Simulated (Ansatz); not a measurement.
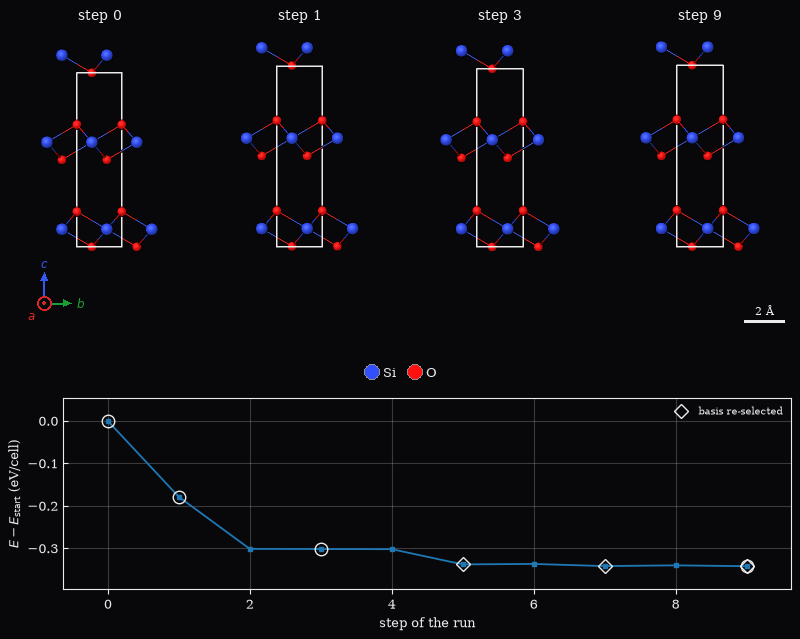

Frames of a relaxation of a crystal of SiO2 (a generated structure, set up in P6_3mc) (coarse preliminary run), marked on the history of the run. The picture is a ball-and-stick view of the cell of the calculation, seen along the a axis.

Method: DFT PBE+D3(BJ), scalar-relativistic, plane waves, PAW (Ansatz). Settings: plane-wave cutoff 420 eV; k-point mesh 6 × 6 × 2; occupations gaussian; smearing width 0.1 eV; no spin polarisation; cell and atoms relaxed; force threshold 0.04 eV/Å; at most 70 steps.

What happens along the run?

Over 6 accepted moves (9 points after the start) the energy falls by 0.342 eV per cell of the calculation. Largest force component: 1.5 eV/Å at the start, 0.0002 eV/Å at the end. The pressure goes from 24.60 to 0.04 GPa. The SCF was repeated 3 times at an unchanged geometry on a basis and grid sized afresh for the cell, which shifted the energy by 35.8 meV per cell of the calculation at most. The largest moves relative to the cell, 0.009 Å, are those of O atoms. Si stays in place. The drawn cell changes as follows: a = b 2.612 → 2.687 Å (+2.9 %), c 8.764 → 9.137 Å (+4.3 %); the volume changes by +10.3 %. Some distances before and after: O–Si 1.749 → 1.801 Å. The space group stays P6_3mc (No. 186). From step 0 to 1: O atoms move most (0.03 Å), volume +6.2 %, energy −0.179 eV per cell of the calculation. From step 1 to 3: O atoms move most (0.03 Å), volume +1.8 %, energy −0.123 eV per cell of the calculation. From step 3 to 9: volume +2.1 %, energy −40.4 meV per cell of the calculation.

```tsv
step	E − E(0), meV/atom	largest force component, eV/Å	pressure, GPa	volume, Å³/atom	note
0	0.00	1.5094	24.60	8.633	
1	-29.78	1.0499	13.36	9.166	
2	-50.17	0.1372	0.65	9.286	
3	-50.24	0.0476	0.03	9.331	
4	-50.29	0.0008	-0.02	9.329	
5	-56.25	0.0071	1.11	9.329	same geometry, new basis
6	-56.08	0.0061	0.23	9.450	
7	-56.92	0.0055	0.29	9.450	same geometry, new basis
8	-56.63	0.0004	0.01	9.524	
9	-56.98	0.0002	0.04	9.524	same geometry, new basis
```
